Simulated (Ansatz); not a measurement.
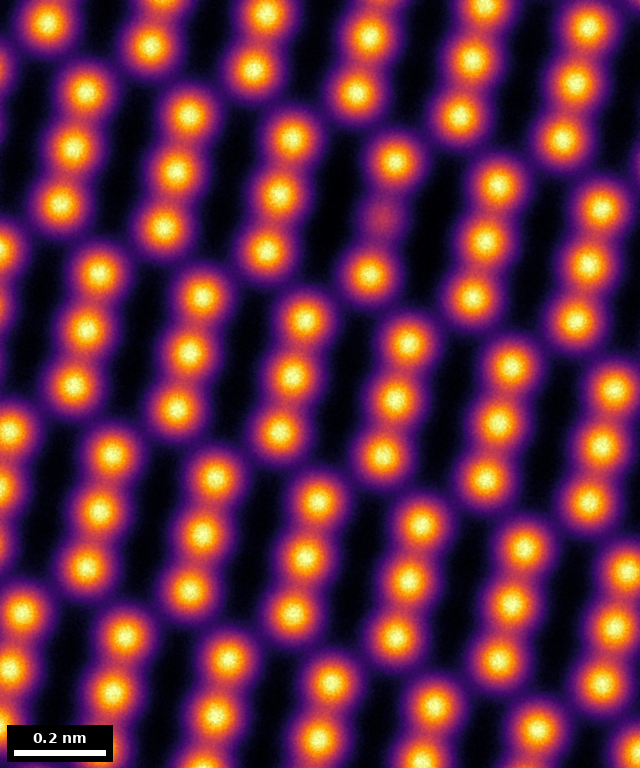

Dark-field STEM-like image of Ir (P6/mmm, No. 191) along [101]. The image is simulated as a sum over atoms of Z^1.8, blurred by a 0.91 Å probe (no channelling). The probe carries 25 % of its weight in a tail 2.5 times as wide. Shot noise was added.

The sample is 2 repeats (10.3 Å) thick. One point defect was put into the perfect crystal, without relaxing the atoms around it. Brightness is counted from the darkest point of the image. Host structure: coordinates from a relaxation with DFT, RPBE, plane waves (420 eV) with PAW, scalar-relativistic in Ansatz; the starting structure was generated, so it need not be a known form of this composition.

**Where is the defect (in Å from the left and the top edge), and what does its contrast suggest?**

At about 8 Å from the left and 5 Å from the top. The column is dimmer, which points to a vacancy or a lighter atom. The column holds 2 atoms (Ir) through the sample, and one Ir atom is missing, so its peak drops to about 50 % of that of its equals.
